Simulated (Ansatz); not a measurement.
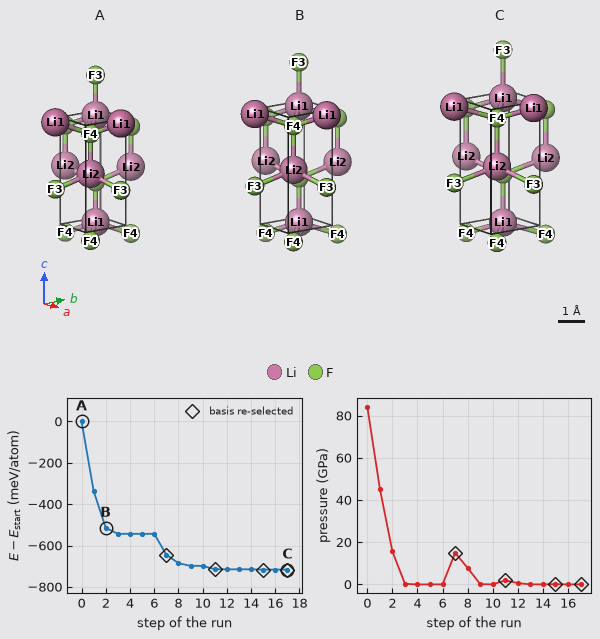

Frames of a relaxation of solid LiF (built on the wurtzite type), marked on the history of the run. Style: ball-and-stick. Shown: the cell of the calculation, slightly off an axis.

Method: Ansatz 0.2.0, DFT, PBE, plane waves, PAW. Set-up: plane-wave cutoff 420 eV; k-point mesh 12 × 12 × 6; occupations fermi dirac; smearing width 0.02 eV; no spin polarisation; cell and atoms relaxed; force threshold 0.005 eV/Å.

What happens along the run?

Answer. The energy falls by 716 meV per atom in 13 accepted moves (17 points after the start). The largest force component goes from 0.068 to under 0.0001 eV/Å. The pressure goes from 84.28 to 0.00 GPa. The SCF was repeated 4 times at an unchanged geometry on a basis and grid sized afresh for the cell, which shifted the energy by 101 meV per atom at most. The largest moves relative to the cell, 0.029 Å, are those of Li1, Li2, F3 and F4. F4 goes along +c. Largest moves by element: F 0.029 Å, Li 0.029 Å. The volume changes by +70.7 %, with a = b 2.580 → 3.124 Å (+21.1 %), c 4.213 → 4.904 Å (+16.4 %). Some distances before and after: Li1–F3 1.580 → 1.897 Å, Li1–F4 1.580 → 1.887 Å. Bond angles that change, for instance: F3–Li1–F4 109.5° → 107.1°, Li1–F3–Li2 109.5° → 107.1°, F4–Li1–F4 109.5° → 111.7°. The space group stays P6_3mc (No. 186). Cost: 26 s on 2 threads of Arm Neoverse V2 (shared host), peak memory 0.34 GiB. From step 0 to 2: volume +30.3 %, energy −515 meV per atom. From step 2 to 17: Li and F atoms move most (0.02 Å), volume +31.0 %, energy −202 meV per atom.

```
step  E − E(0), meV/atom  largest force component, eV/Å  pressure, GPa  volume, Å³/atom                      note
   0                0.00                         0.0677          84.28            6.073                          
   1             -337.37                         0.0852          45.40            6.935                          
   2             -514.80                         0.0478          15.65            7.912                          
   3             -543.36                         0.0331           0.27            8.545                          
   4             -543.34                         0.0257          -0.02            8.558                          
   5             -543.38                         0.0113           0.01            8.556                          
   6             -543.39                         0.0002           0.00            8.556                          
   7             -644.13                         0.0042          14.94            8.556  same geometry, new basis
   8             -685.41                         0.0037           7.79            9.192                          
   9             -698.31                         0.0095           0.12           10.001                          
  10             -698.20                         0.0022           0.00           10.016                          
  11             -714.34                         0.0022           1.94           10.016  same geometry, new basis
  12             -715.25                         0.0007           0.62           10.238                          
  13             -714.96                         0.0008           0.01           10.346                          
  14             -714.95                         0.0005           0.01           10.348                          
  15             -716.47                         0.0005           0.10           10.348  same geometry, new basis
  16             -716.41                         0.0001           0.00           10.366                          
  17             -716.48                         0.0001           0.00           10.366  same geometry, new basis
```
